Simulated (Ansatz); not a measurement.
# Ga9N8 (cell with a defect): what the fields show

```cif
data_structure
_symmetry_space_group_name_H-M 'P 1'
_symmetry_Int_Tables_number 1
_cell_length_a 6.4325
_cell_length_b 6.4325
_cell_length_c 6.4325
_cell_angle_alpha 60.000
_cell_angle_beta 60.000
_cell_angle_gamma 60.000
_cell_volume 188.20
loop_
_atom_site_label
_atom_site_type_symbol
_atom_site_fract_x
_atom_site_fract_y
_atom_site_fract_z
_atom_site_occupancy
Ga1 Ga 0.98670 0.51553 0.54022 1
Ga2 Ga 0.00798 0.00919 0.47247 1
Ga3 Ga 0.51082 0.49436 0.51319 1
Ga4 Ga 0.53958 0.00916 0.47252 1
Ga5 Ga 0.99560 0.46897 0.03943 1
Ga6 Ga 0.96542 0.16776 0.93055 1
Ga7 Ga 0.52501 0.46899 0.03951 1
Ga8 Ga 0.52327 0.98479 0.99790 1
N1 N 0.14268 0.57574 0.16791 1
N2 N 0.16047 0.10145 0.11949 1
N3 N 0.62913 0.61947 0.15141 1
N4 N 0.64775 0.10147 0.11953 1
N5 N 0.14118 0.64402 0.65349 1
N6 N 0.16785 0.12652 0.56702 1
N7 N 0.59042 0.64401 0.65357 1
N8 N 0.64054 0.12436 0.62381 1
Ga9 Ga 0.20807 0.79069 0.82230 1
```

The program warned that a starting moment wasn't kept; spin-polarised, but the moments vanished.

Theory: Ansatz, DFT PBE, scalar-relativistic, plane waves, PAW.

Core electrons are frozen (PAW), and the valence fields are smoothed inside the atomic spheres.

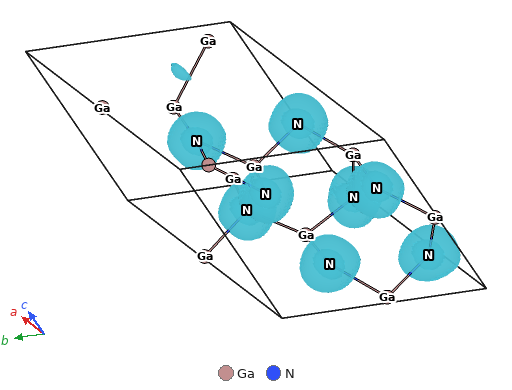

Figure 1. Isosurface of the electron localisation function at 0.7 (cyan), seen at an oblique angle. Only the valence region is drawn (cores and ρ < 0.01 e/Å³ removed). Sticks mark near contacts.

**What do the ELF domains correspond to?**

The ELF exceeds this value in eight regions wrapped around N (the valence shell of each) and one pocket between the atoms, centred on no nucleus (multi-centre or interstitial), counted in one cell of 17 atoms. Any copies at cell faces, edges or corners count once. Along the contacts the grid gives the following. Ga–N (1.86 Å): the ELF peaks at about 0.85 in the valence shell of N, 0.6 Å from its nucleus, and is about 0.50 at the midpoint. Ga–Ga (2.37 Å): the ELF is about 0.40 at the midpoint.

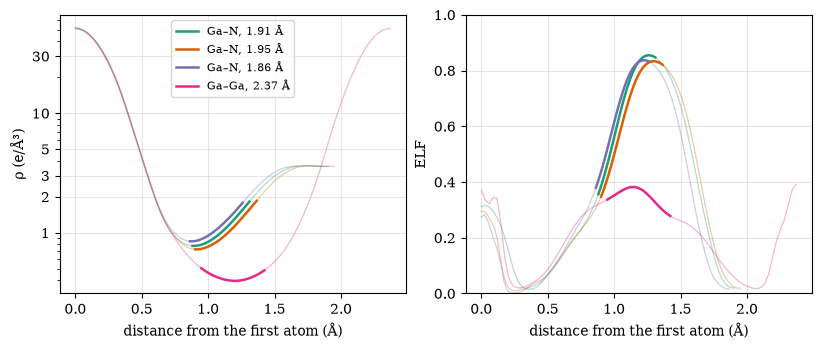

Figure 2. Valence charge density (pseudo) and ELF along straight lines between neighbouring atoms. Thin, pale parts lie inside the atomic spheres.

**What can be read from the curves?**

Ga–N (1.91 Å): ρ is about 0.8 e/Å³ halfway; the ELF peaks at about 0.85 in the valence shell of N, 0.6 Å from its nucleus, and is about 0.45 at the midpoint.
Ga–N (1.95 Å): ρ is about 0.75 e/Å³ halfway; the ELF peaks at about 0.85 in the valence shell of N, 0.7 Å from its nucleus, and is about 0.45 at the midpoint.
Ga–N (1.86 Å): ρ at the midpoint is about 0.87 e/Å³; the ELF peaks at about 0.85 in the valence shell of N, 0.6 Å from its nucleus, and is about 0.50 at the midpoint.
Ga–Ga (2.37 Å): ρ is about 0.4 e/Å³ halfway; the ELF is about 0.40 at the midpoint.

**Does the calculation give a band gap?**

It is metallic or semimetallic at this level of theory: no gap opens.
